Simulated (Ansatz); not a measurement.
Input

```
crystal:
  lattice:
    - [3.2699360711, 0.0, 0.0]
    - [-1.6349680355, 2.8318477062, 0.0]
    - [0.0, 0.0, 6.3955418068]
  atoms:
    - { symbol: Mo, position: [0.0, 0.0, 0.5] }
    - { symbol: S, position: [0.6666666667, 0.3333333333, 0.74468068] }
    - { symbol: S, position: [0.3333333333, 0.6666666667, 0.25531932] }
hamiltonian:
  xc: blyp
  pseudopotentials: { kind: paw }
  dispersion: d3bj
kpoints:
  mp_grid: { grid: [9, 9, 4] }
scf:
  occupations: { method: fermi_dirac, width: 0.05 }
output:
  forces: true
  stress: true
  eigenvalues: true
  write_density: true
  write_potential: true
  elf: true
  volumetric_format: npy
```

Run with:

```sh
ansatz run input.yaml --threads 2 --pin off --max-ram 5120MiB --backend cpu --events-out ev --progress --plain --runs-dir out
```

Below, planes, directions and counts refer to the conventional cell (a = 3.27 Å, b = 3.27 Å, c = 6.40 Å, α = 90.00°, β = 90.00°, γ = 120.00°).

Space group P-3m1; a structure from a database of computed crystals, not necessarily the ambient phase; computed pressure about −4 GPa in this cell.

Theory: Kohn-Sham DFT of a periodic cell, BLYP with D3(BJ), Ansatz PAW (Ansatz).

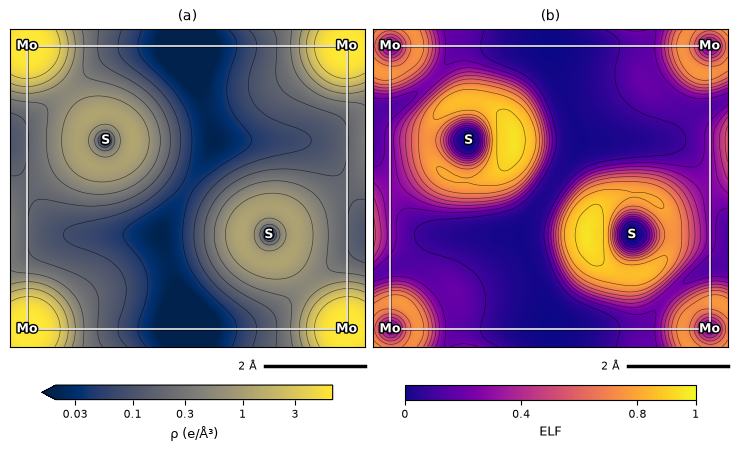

MoS₂. (a) valence charge density (pseudo); (b) electron localisation function on the (110) plane of the conventional cell.

The density is the valence pseudo-density of a PAW calculation; it isn't the true density close to the nuclei.

What does the map show?

The section cuts through Mo and S sites. Mo–S (2.45 Å): ρ is about 0.53 e/Å³ halfway; the ELF peaks at about 0.85 in the valence shell of S, 0.8 Å from its nucleus, and is about 0.40 at the midpoint. Between the atoms the lowest density in this plane is 0.009 e/Å³. The features right at Mo lie inside the PAW spheres, where the map follows smoothed inner orbitals and isn't to be read closely.

Does the calculation give a band gap?

It is metallic or semimetallic at this level of theory: no gap opens; semilocal functionals without U, or without the true magnetic order, often close the gap of such compounds.
